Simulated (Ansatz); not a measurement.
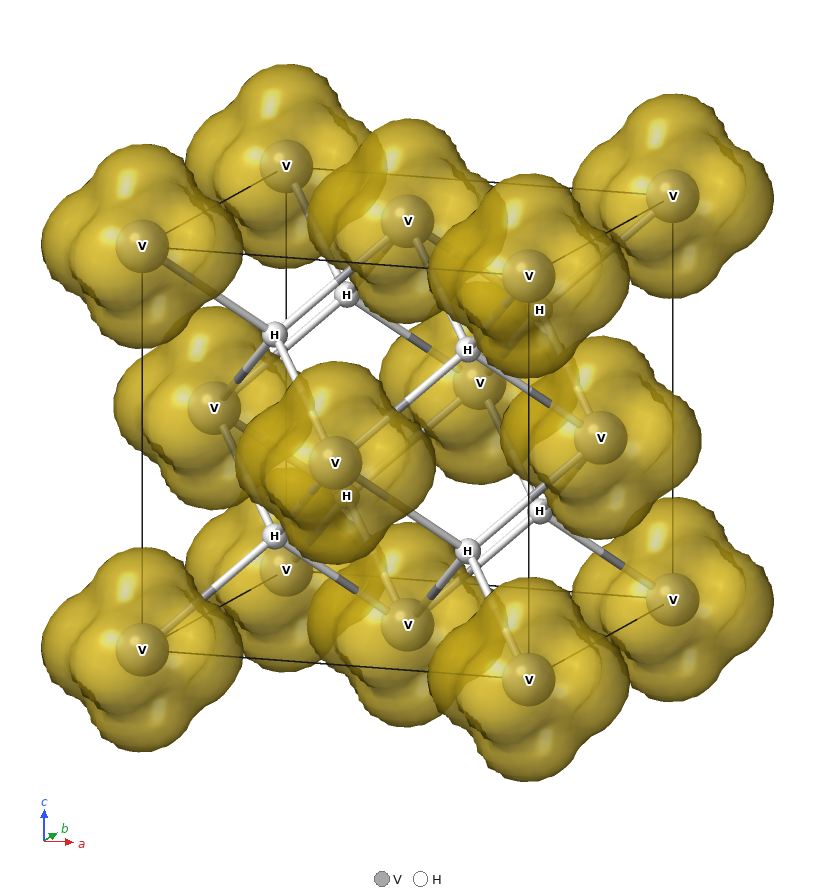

Figure 1: VH2. Isosurfaces of the spin density (up minus down) at +0.08 (yellow) and −0.08 e/Å³ (cyan), seen slightly off an axis. Sticks mark near contacts.

Space group Fm-3m; computed pressure about −2 GPa in this cell; spin-polarised.

Theory: Ansatz, Kohn-Sham DFT of a periodic cell, r2SCAN, Ansatz PAW.

```yaml
crystal:
  lattice:
    - [4.27100, 0.00000, 0.00000]
    - [0.00000, 4.27100, 0.00000]
    - [0.00000, 0.00000, 4.27100]
  atoms:
    - { symbol: V, position: [0.00000, 0.00000, 0.00000] }
    - { symbol: V, position: [0.50000, 0.50000, 0.00000] }
    - { symbol: V, position: [0.50000, 0.00000, 0.50000] }
    - { symbol: V, position: [0.00000, 0.50000, 0.50000] }
    - { symbol: H, position: [0.75000, 0.25000, 0.25000] }
    - { symbol: H, position: [0.25000, 0.75000, 0.25000] }
    - { symbol: H, position: [0.25000, 0.25000, 0.75000] }
    - { symbol: H, position: [0.75000, 0.75000, 0.75000] }
    - { symbol: H, position: [0.25000, 0.25000, 0.25000] }
    - { symbol: H, position: [0.75000, 0.75000, 0.25000] }
    - { symbol: H, position: [0.75000, 0.25000, 0.75000] }
    - { symbol: H, position: [0.25000, 0.75000, 0.75000] }
```

Question: Describe the spin distribution.

Answer: The spin density sits on V: +0.9 μB (×4) in one cell of 12 atoms: parallel moments, as they must be, since the calculation's own cell holds one magnetic site. The cell of the calculation (3 atoms) carries 1.2 μB of net spin moment. Only one sign reaches the isovalue.
